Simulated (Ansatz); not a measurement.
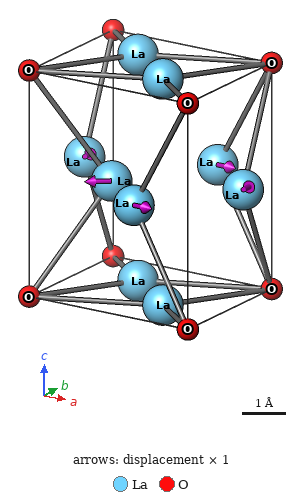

This is a relaxation of solid La5O (a generated structure, set up in P-62m) (coarse preliminary run). The starting structure is drawn; purple arrows show the displacements (the part carried along by the change of the cell is left out), at their true length.

A ball-and-stick model of the cell of the calculation, seen slightly off an axis.

Level of theory: DFT PBE, scalar-relativistic, plane waves, PAW in Ansatz 0.2.0.

The input:
```yaml
crystal:
  lattice:
    - [5.81733151, 0.0, 0.0]
    - [-2.90866575, 5.03795687, 0.0]
    - [0.0, 0.0, 5.4255847]
  atoms:
    - { symbol: La, position: [0.65997303, 0.0, 0.5] }
    - { symbol: La, position: [0.66666667, 0.33333333, 0.0] }
    - { symbol: La, position: [0.34002697, 0.34002697, 0.5] }
    - { symbol: La, position: [0.0, 0.65997303, 0.5] }
    - { symbol: La, position: [0.33333333, 0.66666667, 0.0] }
    - { symbol: O, position: [0.0, 0.0, 0.0] }
basis:
  ecutwfc: 420
kpoints:
  mp_grid: { grid: [3, 3, 4] }
hamiltonian:
  xc: pbe
scf:
  occupations: { method: gaussian, width: 0.1 }
  lower_state_search: "off"
output:
  forces: true
  stress: true
  eigenvalues: true
relax:
  adjacent_minimum: "off"
  f_tol: 0.04
  max_steps: 70
  cell: { stress_tol: 0.4 }
```

Run as
```bash
ansatz run input.yaml --threads 1 --pin off --max-ram 2560MiB --backend cpu --events-out ev --progress --plain --runs-dir out
```

Q: Atoms of which element are displaced furthest, and by how much?

A: Lanthanum: up to 0.67 Å, against 0.00 Å for oxygen.

Q: What happened in the run?

A: The largest moves relative to the cell, 0.67 Å, are those of La1, La3 and La4. La1 goes along +a. O stays in place. The volume changes by +13.8 %, with a = b 5.817 → 7.937 Å (+36.4 %), c 5.426 → 3.317 Å (−38.9 %). Some distances before and after: La1–La1 5.426 → 3.317 Å, La1–La3 3.325 → 5.203 Å, La2–La5 3.359 → 4.583 Å, La2–O6 3.359 → 4.583 Å. Among the angles between lasting bonds that change: O6–La4–O6 107.8° → 78.6°, La1–O6–La1 107.8° → 78.6°, La1–O6–La3 61.4° → 84.2°. The space group stays P-62m (No. 189). After 19 accepted moves (25 points after the start) the energy has fallen by 484 meV per atom. The largest force component goes from 1.1 to 0.00021 eV/Å. Pressure: 2.79 GPa at the start and −0.12 GPa at the end. The line search rejected the trial steps at points 11, 13, 21 of the run. The SCF was repeated 3 times at an unchanged geometry on a basis and grid sized afresh for the cell, which shifted the energy by 73.2 meV per atom at most.

Limits of the set-up: layers or molecules are held without a dispersion correction, so their spacing is unreliable.
